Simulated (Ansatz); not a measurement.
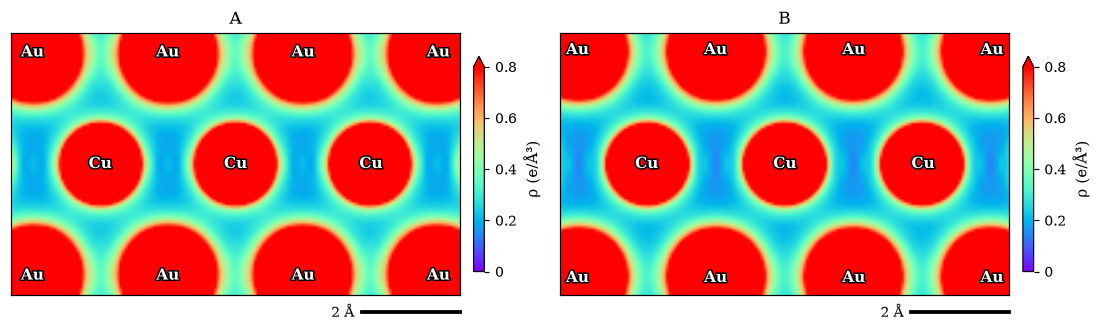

CuAu. The valence electron density of two cells that differ in size, on the (011̄) plane of each (indices in the axes of the calculation cell), at one length scale and on one colour scale: B has 14.6 Å³ an atom and A 13.7.

The calculation used Kohn-Sham DFT of a periodic cell, PBE0, Ansatz PAW in Ansatz.

In a PAW calculation such maps are meaningful between the atoms, not at the nuclei.

The larger cell:

```cif
data_structure
_symmetry_space_group_name_H-M 'P 1'
_symmetry_Int_Tables_number 1
_cell_length_a 2.8107
_cell_length_b 2.8107
_cell_length_c 3.6850
_cell_angle_alpha 90.000
_cell_angle_beta 90.000
_cell_angle_gamma 90.000
_cell_volume 29.11
loop_
_atom_site_label
_atom_site_type_symbol
_atom_site_fract_x
_atom_site_fract_y
_atom_site_fract_z
_atom_site_occupancy
Au1 Au 0.00000 0.00000 0.00000 1
Cu1 Cu 0.50000 0.50000 0.50000 1
```

The smaller cell: a = 2.753 Å, b = 2.753 Å, c = 3.610 Å, α = 90.00°, β = 90.00°, γ = 90.00°.

What does the compression do to the bonding and the properties?

From the larger cell to the smaller, Cu–Cu goes from 2.81 to 2.75 Å, and the density at its midpoint from 0.14 to 0.22 e/Å³; Au–Au goes from 2.81 to 2.75 Å, and the density at its midpoint from 0.33 to 0.36 e/Å³; Cu–Au goes from 2.71 to 2.65 Å, and the density at its midpoint from 0.29 to 0.32 e/Å³; the pressure goes from 3.1 to 14 GPa.
